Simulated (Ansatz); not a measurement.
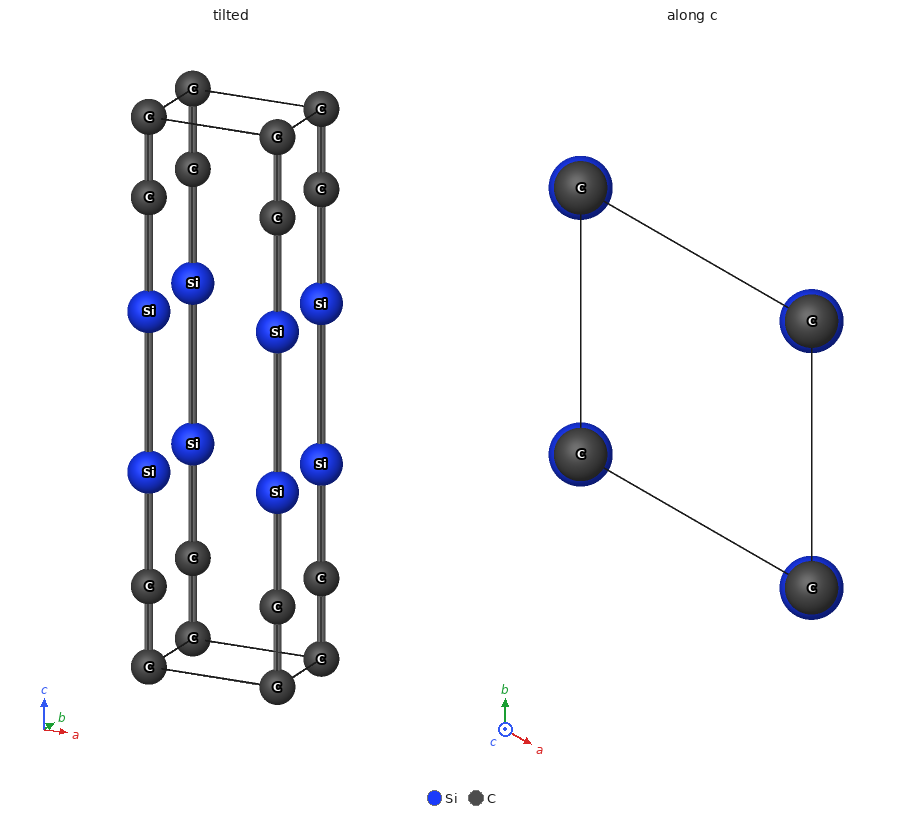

The figure gives a ball-and-stick picture of the atoms, viewed slightly off an axis and along the c axis. Atoms at the boundary of the conventional unit cell (the box) are drawn once for each face, edge or corner they touch. Cell: a = 2.81 Å, b = 2.81 Å, c = 8.72 Å, α = 90.00°, β = 90.00°, γ = 120.00°.

It goes back to a structure type filled with these elements by a generator (whether the compound takes this form wasn't checked). Earlier steps of the study may have refined or changed the cell and positions. It went into a calculation with Ansatz.

Question: Describe the crystal.

Answer: The material is Si2C3. Its lattice is primitive hexagonal, its space group P6/mmm (No. 191). The cell comprises 1 formula unit: 2 Si, 3 C. The numbers of neighbours within bonding distance are Si 2 and C 2.

Run with DFT PBE, scalar-relativistic, plane waves, PAW in Ansatz and these settings: a cutoff energy of 420 eV, k-grid 18×18×6, Gaussian smearing of 0.1 eV, no spin polarisation.

Question: Predict the gap.

Answer: A metal: bands cross the Fermi level.

Question: Predict the Bader charges.

Answer: Si +0.75 e; C -0.68 to -0.13 e.

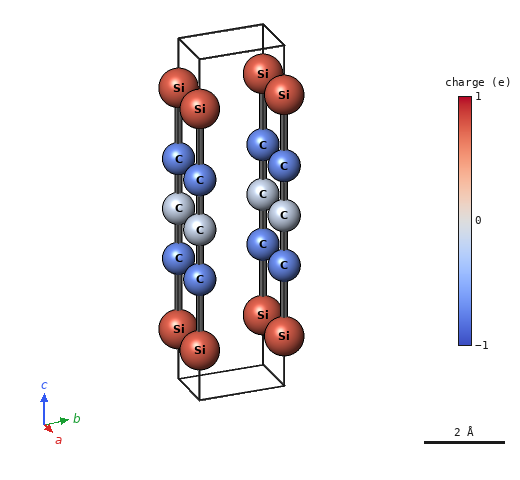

The atoms coloured by those charges. The run's cell of 5 atoms is drawn, so axes and origin can differ from the first picture.

Question: Are forces and stress small enough to call this relaxed?

Answer: Yes. All forces vanish to within 0.01 eV/Å. The pressure is 0.0 GPa, close to zero.
